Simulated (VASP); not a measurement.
# Mending a single-point calculation on HgTe

System: HgTe (F-43m, 2 atoms in the cell).
Method of run 1: DFT, plane waves, PAW, settings varied from a PBE run (VASP 6.6.1).

The structure was built on a prototype by a generator. Some settings of this run were made unusual or wrong on purpose. The geometry comes from this level: r2SCAN (a point of a series of strains). 

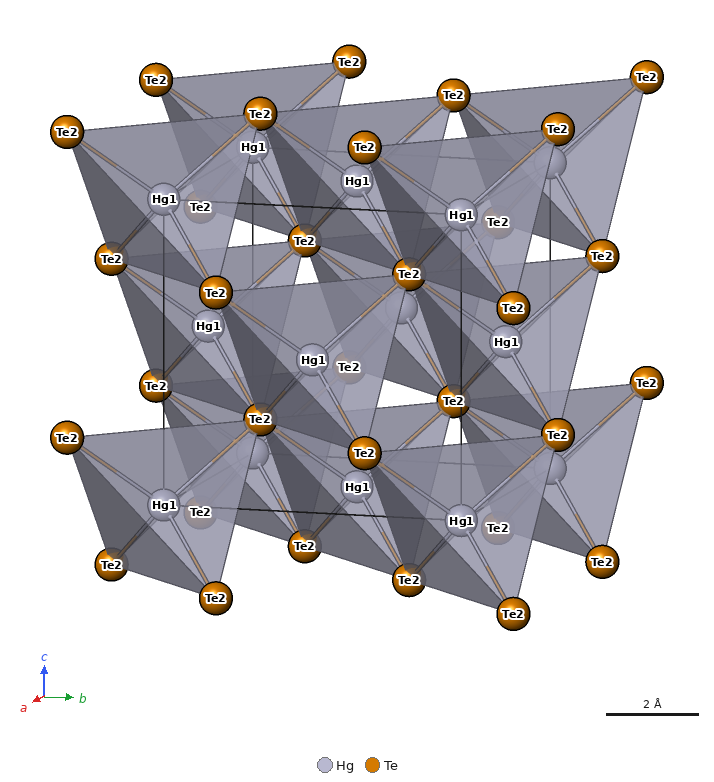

Figure 1. The input geometry (polyhedral view of the cell 4 times as large as that of the calculation, set on its symmetry axes, seen slightly off an axis; polyhedra are completed across the faces of the cell; atoms are numbered from 1 in the order of the input). An atom can appear more than once, as a periodic image.

## INCAR, run 1
```
ENCUT = 520.000000
EDIFF = 1.00e-07
GGA = PE
PREC = Accurate
IBRION = -1
ISIF = 2
NBANDS = 16
NSW = 0
LASPH = .TRUE.
LCHARG = .FALSE.
LWAVE = .FALSE.
LREAL = .FALSE.
NELM = 65
ISMEAR = 2
SIGMA = 0.8
```

## KPOINTS, run 1
```
KPOINTS created by Atomic Simulation Environment
0
Gamma
6 6 6
0 0 0
```

## POSCAR, run 1
```
Hg Te
 1.0000000000000000
     0.0000000000000000    3.3878326229000000    3.3878326229000000
     3.3878326229000000    0.0000000000000000    3.3878326229000000
     3.3878326229000000    3.3878326229000000    0.0000000000000000
 Hg  Te
   1   1
Cartesian
  0.0000000000000000  0.0000000000000000  0.0000000000000000
  1.6939163114500000  1.6939163114500000  1.6939163114500000
```

Launched with:
```bash
mpirun -np 1 vasp_std
```

Hardware: 1 CPU thread, shared host.

## OSZICAR and lines of OUTCAR (run 1)
```
N       E                     dE             d eps       ncg     rms          rms(c)
DAV:   1     0.103340749064E+03    0.10334E+03   -0.77238E+03   512   0.946E+02
DAV:   2    -0.337140598435E-01   -0.10337E+03   -0.96660E+02   600   0.224E+02
DAV:   3    -0.377380965146E+01   -0.37401E+01   -0.37298E+01   632   0.436E+01
DAV:   4    -0.381200321257E+01   -0.38194E-01   -0.38191E-01   744   0.397E+00
DAV:   5    -0.381211068537E+01   -0.10747E-03   -0.10747E-03   672   0.201E-01    0.557E+00
DAV:   6    -0.361915437442E+01    0.19296E+00   -0.38042E-01   576   0.751E+00    0.462E+00
DAV:   7    -0.361410871594E+01    0.50457E-02   -0.79071E-02   576   0.182E+00    0.193E+00
DAV:   8    -0.361386796392E+01    0.24075E-03   -0.72479E-03   600   0.925E-01    0.400E-01
DAV:   9    -0.361391367142E+01   -0.45707E-04   -0.72110E-04   664   0.280E-01    0.708E-02
DAV:  10    -0.361394425723E+01   -0.30586E-04   -0.86592E-05   568   0.802E-02    0.408E-02
DAV:  11    -0.361395811793E+01   -0.13861E-04   -0.20545E-05   616   0.280E-02    0.128E-02
DAV:  12    -0.361395824742E+01   -0.12949E-06   -0.27628E-06   576   0.971E-03    0.102E-02
DAV:  13    -0.361395823532E+01    0.12098E-07   -0.14465E-07   648   0.217E-03
   1 F= -.36139582E+01 E0= -.36202319E+01  d E =0.250948E-01
[... from OUTCAR:]
   NELECT =      18.0000    total number of electrons
 E-fermi :   1.7858
  free  energy   TOTEN  =        -3.6139582353 eV
  energy  without entropy=       -3.6390530543  energy(sigma->0) =       -3.62023194
```

Question: What went wrong, and how is the input to be mended?

Answer: Some settings of this run were drawn to be unusual or wrong (NELM = 65; ISMEAR = 2; SIGMA = 0.8). It converged; results that depend on the unusual settings are not reference values.

A run of the same system that converges differs from this input as follows (lines with − go, lines with + come):
```diff
+SIGMA = 0.020000
+ISMEAR = -1
+NELM = 120
-NELM = 65
-ISMEAR = 2
-SIGMA = 0.8
```

## OSZICAR and lines of OUTCAR (run 2)
```
N       E                     dE             d eps       ncg     rms          rms(c)
DAV:   1     0.103342781983E+03    0.10334E+03   -0.77238E+03   512   0.946E+02
DAV:   2    -0.373866745504E-01   -0.10338E+03   -0.96929E+02   600   0.224E+02
DAV:   3    -0.378089250208E+01   -0.37435E+01   -0.37323E+01   632   0.436E+01
DAV:   4    -0.381913066957E+01   -0.38238E-01   -0.38235E-01   744   0.397E+00
DAV:   5    -0.381923859136E+01   -0.10792E-03   -0.10792E-03   672   0.201E-01    0.560E+00
DAV:   6    -0.362684865269E+01    0.19239E+00   -0.37793E-01   576   0.749E+00    0.464E+00
DAV:   7    -0.362175028033E+01    0.50984E-02   -0.78994E-02   576   0.182E+00    0.193E+00
DAV:   8    -0.362151374351E+01    0.23654E-03   -0.72555E-03   600   0.925E-01    0.401E-01
DAV:   9    -0.362156011189E+01   -0.46368E-04   -0.70839E-04   664   0.278E-01    0.717E-02
DAV:  10    -0.362159076736E+01   -0.30655E-04   -0.85550E-05   568   0.794E-02    0.407E-02
DAV:  11    -0.362160450646E+01   -0.13739E-04   -0.20769E-05   616   0.283E-02    0.135E-02
DAV:  12    -0.362160452686E+01   -0.20401E-07   -0.27024E-06   584   0.959E-03    0.104E-02
DAV:  13    -0.362160451148E+01    0.15387E-07   -0.15744E-07   632   0.221E-03
   1 F= -.36216045E+01 E0= -.36214275E+01  d E =-.354078E-03
       N       E                     dE             ncg
DAV:   1     0.690094523548E+03   -0.24146E+04      192
DAV:   2     0.590131596494E+02   -0.63108E+03      216
DAV:   3     0.365674629111E+02   -0.22446E+02      248
DAV:   4     0.363443378630E+02   -0.22313E+00      280
DAV:   5     0.363437401514E+02   -0.59771E-03      256
DAV:   6     0.363437272180E+02   -0.12933E-04      304
DAV:   7     0.363437271798E+02   -0.38156E-07      264
[... from OUTCAR:]
   NELECT =      18.0000    total number of electrons
 E-fermi :   1.7388
  free  energy   TOTEN  =        -3.6216045115 eV
  energy  without entropy=       -3.6212504337  energy(sigma->0) =       -3.62142747
```

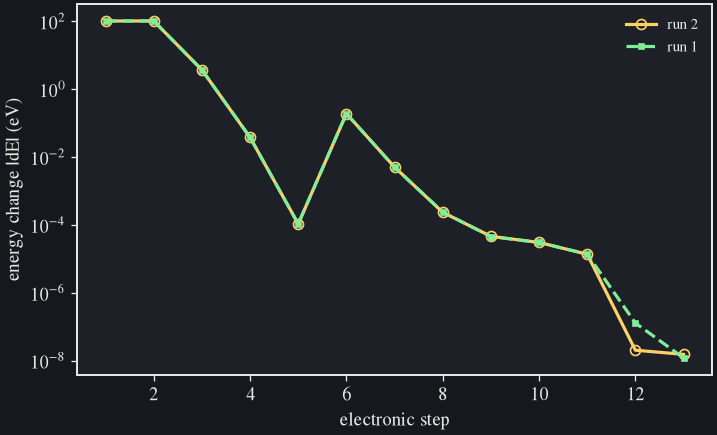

Figure 2. Convergence of the two runs: energy change |dE| against the electronic step. Run 2 takes 13 steps in all, and run 1 takes 13.

## The two runs side by side

| quantity | run 1 | run 2 |
| --- | --- | --- |
| outcome | converged | converged |
| free energy per atom (eV) | −1.8070 | −1.8108 |
| energy per atom, smearing taken to zero (eV) | −1.8101 | −1.8107 |
| gap on the mesh (eV) | 0.00 | 0.00 |
| pressure (GPa) | −1.66 | −1.58 |
| largest force (eV/Å) | 0.000 | 0.000 |
| SCF iterations | 13 | 13 |
| irreducible k-points | 16 | 16 |

The energy of run 2 (smearing taken to zero) is 0.6 meV per atom lower, which comes mainly from the change of smearing; a solver setting shouldn't move a converged energy. The number of SCF iterations is the same.

Notes on run 2: Spin–orbit coupling is left out, which matters for Hg.
